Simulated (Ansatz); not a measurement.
# B3LYP/6-31G(d) (spherical functions) run of C7H8 (SMILES C1=CC2C=CC1C2)

What is the vertical singlet–triplet gap of C7H8 at B3LYP/6-31G* (spherical functions)? 

The results are computed with Ansatz 0.2.0.

29 further runs of the same task are left out: 29 set aside as unsound or not needed. Runs told in other sessions of the task aren't counted.

**1. The molecule**

C7H8 has 15 atoms, charge 0, and is taken as a singlet. As SMILES, `C1=CC2C=CC1C2`. Geometry: relaxed at PBE0-D4/def2-TZVP.

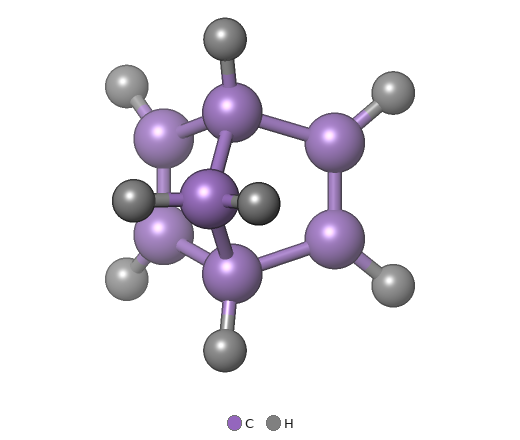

The structure, seen from a chosen angle (carbon purple, hydrogen grey).

**2. The energy at B3LYP/6-31G(d) (spherical functions)**

molecule.yaml

```yaml
basis:
  gaussian:
    orbitals: 6-31G_st_-spherical.json
crystal:
  periodic: [false, false, false]
  atoms:
    - {symbol: C, position_ang: [-0.334530, -0.445450, 1.407800]}
    - {symbol: C, position_ang: [0.834020, -0.856420, 0.929080]}
    - {symbol: C, position_ang: [1.048690, -0.143500, -0.409080]}
    - {symbol: C, position_ang: [-0.033550, -0.646480, -1.368640]}
    - {symbol: C, position_ang: [-1.202040, -0.235310, -0.889930]}
    - {symbol: C, position_ang: [-0.912830, 0.546530, 0.394620]}
    - {symbol: C, position_ang: [0.410240, 1.216970, -0.043640]}
    - {symbol: H, position_ang: [-0.840080, -0.774080, 2.305460]}
    - {symbol: H, position_ang: [1.501840, -1.597730, 1.346030]}
    - {symbol: H, position_ang: [2.067030, -0.140440, -0.793280]}
    - {symbol: H, position_ang: [0.150750, -1.270810, -2.232130]}
    - {symbol: H, position_ang: [-2.191030, -0.446770, -1.272750]}
    - {symbol: H, position_ang: [-1.713400, 1.189480, 0.755660]}
    - {symbol: H, position_ang: [0.290590, 1.878730, -0.903840]}
    - {symbol: H, position_ang: [0.924310, 1.725280, 0.774620]}
hamiltonian:
  xc: {name: B3LYP}
accuracy: high
output:
  orbitals: {seedname: orbitals}
```

The basis set 6-31G* is read from a file made from the Basis Set Exchange's data (not shown).

Launch:

```console
$ ansatz run molecule.yaml --threads 1 --pin off --max-ram 3480MiB --events-out events.jsonl --progress --plain --runs-dir runs
```

The log of the run:

```text
Warning: RAYON_NUM_THREADS=1 ignored (pool sized by the plan → 1); use --threads N
Functional definition: B3LYP
  name "B3LYP"
  parameter a0 = 0.2
  parameter ax = 0.72
  parameter ac = 0.81
  exchange = (1 - a0 - ax)*slater_x + ax*b88_x + a0*exact_x
  correlation = (1 - ac)*vwn_rpa_c + ac*lyp_c
2967 factors; integrals over basis functions are off by at most 3.2e-9 eV
mean field evaluation 1: about -7378.7992 eV, gradient 5.5e1 eV
mean field evaluation 2: about -7374.4423 eV, gradient 7.2e1 eV
mean field evaluation 4: about -7386.7674 eV, gradient 2.3e0 eV
mean field evaluation 8: about -7387.1160 eV, gradient 1.1e-1 eV
mean field evaluation 16: about -7387.1161 eV, gradient 6.8e-5 eV
mean field -7387.11605076 eV, -271.4715076985 hartree, gradient 2.3e-8 eV, S^2 0.000000; 0 other end points of the search recorded, 0 dependent functions left out
reference -7387.11609040 eV, -271.4715091549 hartree; 25, 25 occupied and 89, 89 virtual orbitals, 2967 factors
Total energy: -7387.11609040 eV, -271.4715091549 hartree
```

Run time: 19 s. Hardware: 1 thread of Arm Neoverse V1, shared host; peak memory 0.52 GiB.

**3. The triplet, same level**

in.yaml

```yaml
basis:
  gaussian:
    orbitals: 6-31G_st_-spherical.json
crystal:
  periodic: [false, false, false]
  atoms:
    - {symbol: C, position_ang: [-0.334530, -0.445450, 1.407800]}
    - {symbol: C, position_ang: [0.834020, -0.856420, 0.929080]}
    - {symbol: C, position_ang: [1.048690, -0.143500, -0.409080]}
    - {symbol: C, position_ang: [-0.033550, -0.646480, -1.368640]}
    - {symbol: C, position_ang: [-1.202040, -0.235310, -0.889930]}
    - {symbol: C, position_ang: [-0.912830, 0.546530, 0.394620]}
    - {symbol: C, position_ang: [0.410240, 1.216970, -0.043640]}
    - {symbol: H, position_ang: [-0.840080, -0.774080, 2.305460]}
    - {symbol: H, position_ang: [1.501840, -1.597730, 1.346030]}
    - {symbol: H, position_ang: [2.067030, -0.140440, -0.793280]}
    - {symbol: H, position_ang: [0.150750, -1.270810, -2.232130]}
    - {symbol: H, position_ang: [-2.191030, -0.446770, -1.272750]}
    - {symbol: H, position_ang: [-1.713400, 1.189480, 0.755660]}
    - {symbol: H, position_ang: [0.290590, 1.878730, -0.903840]}
    - {symbol: H, position_ang: [0.924310, 1.725280, 0.774620]}
total_charge: 0
magnetization:
  spin_polarized: true
  initial_magnetization: 2
hamiltonian:
  xc: {name: B3LYP}
accuracy: high
output: {orbitals: {seedname: orbitals}}
```

The basis set 6-31G* is read from a file made from the Basis Set Exchange's data (not shown).

Launch:

```console
$ ansatz run in.yaml --threads 1 --pin off --max-ram 3480MiB --events-out events.jsonl --progress --plain --runs-dir runs
```

The log of the run, cut to the lines that bear on the results:

```text
Warning: RAYON_NUM_THREADS=1 ignored (pool sized by the plan → 1); use --threads N
[... 7 set-up lines as earlier in the session ...]
2967 factors; integrals over basis functions are off by at most 3.2e-9 eV
mean field evaluation 1: about -7375.1509 eV, gradient 3.8e1 eV
mean field evaluation 2: about -7370.7755 eV, gradient 5.0e1 eV
mean field evaluation 4: about -7382.8942 eV, gradient 1.6e0 eV
mean field evaluation 8: about -7383.2402 eV, gradient 8.7e-1 eV
mean field evaluation 16: about -7383.2446 eV, gradient 7.9e-4 eV
mean field evaluation 32: about -7383.1532 eV, gradient 2.2e0 eV
mean field -7383.33193990 eV, -271.3324441892 hartree, gradient 3.2e-8 eV, S^2 2.006638; 2 other end points of the search recorded, 0 dependent functions left out
reference -7383.33197936 eV, -271.3324456395 hartree; 26, 24 occupied and 88, 90 virtual orbitals, 2967 factors
Total energy: -7383.33197936 eV, -271.3324456395 hartree
```

Run time: 61 s. Hardware: 1 thread of Arm Neoverse V1, shared host; peak memory 0.71 GiB.

**4. Summary of results**

At B3LYP/6-31G* (spherical functions):

| quantity | value |
| --- | --- |
| singlet: total energy | -271.47151 Eh |
| singlet: HOMO energy | -5.89 eV |
| singlet: LUMO energy | 0.03 eV |
| singlet: HOMO–LUMO gap | 5.92 eV |
| triplet: total energy | -271.33245 Eh |
| triplet: HOMO energy (highest over α and β) | -2.34 eV |
| triplet: ⟨S²⟩ | 2.007 |
| vertical energy of the triplet above the singlet | 3.784 eV |

At this shape the triplet lies 3.78 eV (365 kJ/mol) above the singlet.
